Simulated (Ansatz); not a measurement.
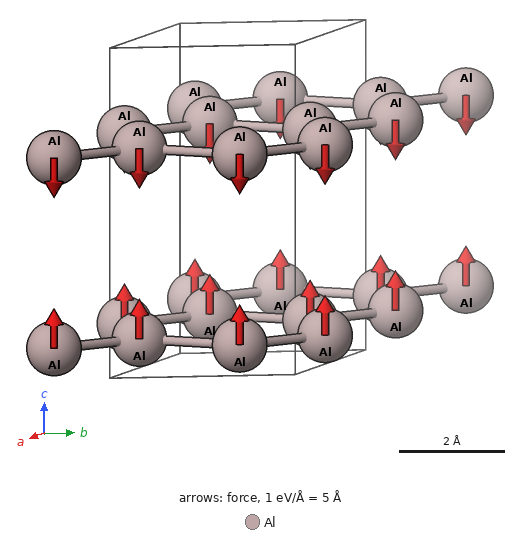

Starting geometry of crystalline Al (a generated structure, set up in P6/mmm) (coarse preliminary run) with the computed forces as red arrows. The picture is a ball-and-stick view of the cell of the calculation, repeated 3 × 2 × 1 with one cell outlined, seen slightly off an axis.

The calculation used DFT PBE, scalar-relativistic, plane waves, PAW in Ansatz 0.2.0. Settings: plane-wave cutoff 420 eV; k-point mesh 6 × 6 × 4; occupations gaussian; smearing width 0.1 eV; no spin polarisation; cell and atoms relaxed; force threshold 0.04 eV/Å; at most 70 steps.

Is this structure relaxed? If not, where do the atoms go?

It isn't relaxed: the largest force vector, on Al atoms, is 0.16 eV/Å. The atoms end up moving mostly along the starting forces (cosine between the two patterns 1.00). The largest moves relative to the cell, 0.21 Å, are those of Al atoms. The volume changes by +39.9 %, with a = b 3.577 → 4.549 Å (+27.2 %), c 6.364 → 5.505 Å (−13.5 %). Some distances before and after: Al–Al 3.674 → 2.753 Å, Al–Al 2.065 → 2.626 Å, Al–Al 2.689 → 2.753 Å. New bonds form: Al–Al (3.67 → 2.75 Å). The space group stays P6/mmm (No. 191). The energy falls by 8.354 eV per cell of the calculation in 10 accepted moves (12 points after the start). Largest force component: 0.16 eV/Å at the start, under 0.0001 eV/Å at the end. The pressure goes from 60.30 to 0.00 GPa. The SCF was repeated twice at an unchanged geometry on a basis and grid sized afresh for the cell, which shifted the energy by 0.145 eV per cell of the calculation at most. The run took 12 s on 1 thread of Intel(R) Xeon(R) Platinum 8488C (Sapphire Rapids) (shared host), peak memory 0.47 GiB.
